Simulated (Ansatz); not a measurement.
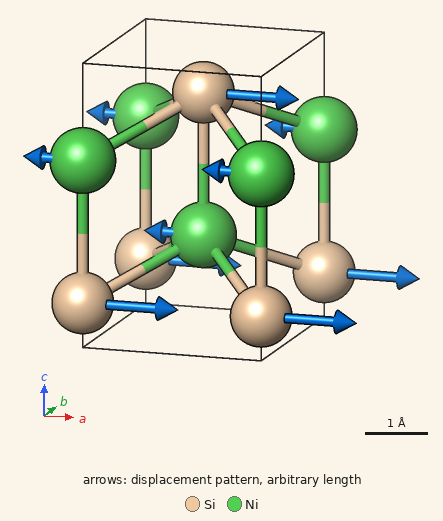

One vibrational mode of crystalline SiNi at the zone centre. The blue arrows are the displacements of the atoms (eigenvector over the root of the mass), of arbitrary overall length and sign. The picture is a ball-and-stick view of the cell of the calculation, seen slightly off an axis.

Theory: Ansatz 0.2.0, DFT PBE, scalar-relativistic, plane waves, PAW.

Input
```yaml
crystal:
  lattice:
    - [3.0286104789, 0.0, 0.0]
    - [0.0, 3.2832079633, 0.0]
    - [0.0, 0.0, 4.7143288799]
  atoms:
    - { symbol: Si, position: [0.5, 0.5, 0.8430786165] }
    - { symbol: Si, position: [0.0, 0.0, 0.1569213835] }
    - { symbol: Ni, position: [0.5, 0.5, 0.3420589963] }
    - { symbol: Ni, position: [0.0, 0.0, 0.6579410037] }
basis:
  ecutwfc: 420
kpoints:
  mp_grid: { grid: [16, 14, 10] }
hamiltonian:
  xc: pbe
scf:
  occupations: { method: fermi_dirac, width: 0.15 }
output:
  eigenvalues: true
phonons:
  method: dfpt
  eigenvectors: true
```

Command:
```bash
ansatz run input.yaml --threads 1 --pin off --max-ram 2560MiB --backend cpu --events-out ev --progress --plain --runs-dir out
```

The frequencies depend somewhat on the k-mesh and the smearing.

Describe the mode and give its frequency.

Answer. This is the B₃u mode at 239 cm⁻¹, optical level 3 of 9, counted from below, infrared-active by symmetry. The Si sublattice moves against the Ni sublattice, along a; the kinetic energy is shared as Si 68 %, Ni 32 %. The crystal is a metal, so free carriers screen the infrared response.

Limits of the set-up: an element that often carries a moment was run without spin polarisation.
